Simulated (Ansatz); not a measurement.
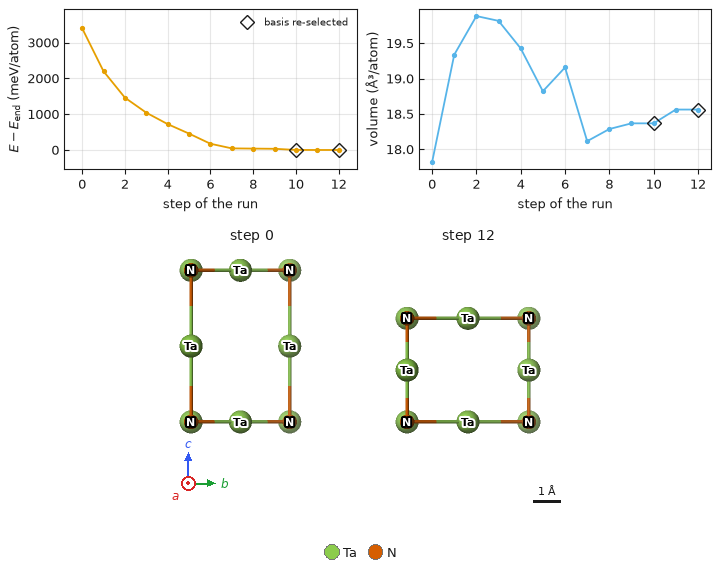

First and last geometry of a relaxation of a crystal of Ta4N (a generated structure, set up in P6/mmm) (coarse preliminary run), with the history of the run. Style: ball-and-stick. Shown: the cell of the calculation, along the a axis.

Level of theory: DFT PBE, scalar-relativistic, plane waves, PAW (Ansatz 0.2.0).

Input
```yaml
crystal:
  lattice:
    - [4.25945717, 0.0, 0.0]
    - [-2.12972859, 3.68879812, 0.0]
    - [0.0, 0.0, 5.67034481]
  atoms:
    - { symbol: Ta, position: [0.5, 0.0, 0.0], spin: 1.0 }
    - { symbol: Ta, position: [0.0, 0.5, 0.0], spin: 1.0 }
    - { symbol: Ta, position: [0.5, 0.5, 0.0], spin: 1.0 }
    - { symbol: Ta, position: [0.0, 0.0, 0.5], spin: 1.0 }
    - { symbol: "N", position: [0.0, 0.0, 0.0] }
basis:
  ecutwfc: 420
kpoints:
  mp_grid: { grid: [6, 6, 4] }
hamiltonian:
  xc: pbe
scf:
  occupations: { method: gaussian, width: 0.1 }
  lower_state_search: "off"
output:
  forces: true
  stress: true
  eigenvalues: true
  populations: true
magnetization:
  spin_polarized: true
relax:
  adjacent_minimum: "off"
  f_tol: 0.04
  max_steps: 70
  cell: { stress_tol: 0.4 }
```

Launched with:
```bash
ansatz run input.yaml --threads 1 --pin off --max-ram 2560MiB --backend cpu --events-out ev --progress --plain --runs-dir out
```

### Did the run converge, and what did it change?

It converged. After 10 accepted moves (12 points after the start) the energy has fallen by 3401 meV per atom. All forces vanish by symmetry, so only the cell relaxes. Pressure: 83.37 GPa at the start and 0.19 GPa at the end. At 2 points the geometry stayed and the basis and grid were re-selected for the new cell (energy shift of 31.8 meV per atom at most each time). No atom moves by more than 0.005 Å relative to the cell. The volume changes by +4.2 %, with a = b 4.259 → 5.259 Å (+23.5 %), c 5.670 → 3.874 Å (−31.7 %). Among the contacts that change: Ta4–N5 2.835 → 1.937 Å, Ta1–Ta2 2.130 → 2.630 Å, Ta1–N5 2.130 → 2.630 Å, Ta1–Ta4 3.546 → 3.266 Å. The space group stays P6/mmm (No. 191). The program noted that the starting moments weren't kept. The run may lie on a higher electronic state than the lowest, so the end point isn't shown to be the ground-state structure. Cost: 2.3 min on 1 thread of Intel(R) Xeon(R) Platinum 8259CL CPU @ 2.50GHz (Skylake/Cascade Lake), on a shared host, peak memory 0.49 GiB.

| step | E − E(0), meV/atom | pressure, GPa | volume, Å³/atom | note |
| --- | --- | --- | --- | --- |
| 0 | 0.00 | 83.37 | 17.819 |  |
| 1 | -1201.19 | 40.38 | 19.338 |  |
| 2 | -1938.75 | 17.99 | 19.885 |  |
| 3 | -2358.83 | 8.03 | 19.817 |  |
| 4 | -2677.89 | 2.80 | 19.427 |  |
| 5 | -2943.39 | 1.12 | 18.822 |  |
| 6 | -3226.18 | -5.80 | 19.158 |  |
| 7 | -3355.94 | 2.29 | 18.116 |  |
| 8 | -3362.13 | 1.45 | 18.287 |  |
| 9 | -3367.63 | 0.28 | 18.368 |  |
| 10 | -3399.40 | 1.68 | 18.368 | same geometry, new basis |
| 11 | -3400.93 | 0.19 | 18.563 |  |
| 12 | -3401.09 | 0.19 | 18.563 | same geometry, new basis |
